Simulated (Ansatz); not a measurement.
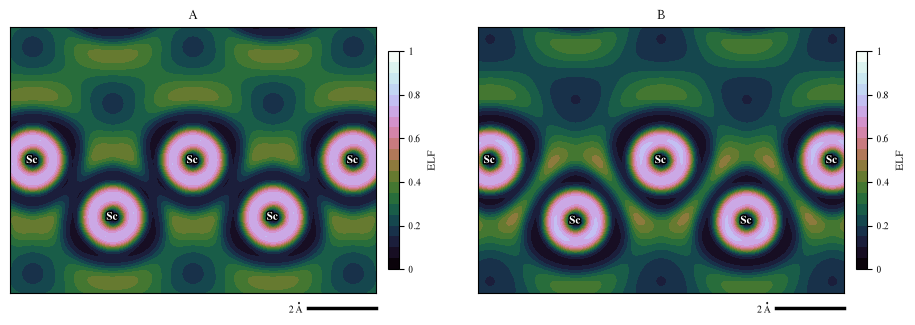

Sc. The electron localisation function of two cells that differ in size, on the (011̄) plane of each (indices in the axes of the calculation cell), at one length scale and on one colour scale: B has 45.0 Å³ an atom and A 37.0.

All numbers below come from DFT, RPBE, plane waves (420 eV) with PAW, scalar-relativistic (Ansatz).

In a PAW calculation such maps are meaningful between the atoms, not at the nuclei.

Question: What does the compression do to the bonding and the properties?

Answer: From the larger cell to the smaller, Sc–Sc goes from 3.08 to 2.89 Å, the ELF there from 0.30 to 0.15; the pressure goes from −0.9 to 0.6 GPa.
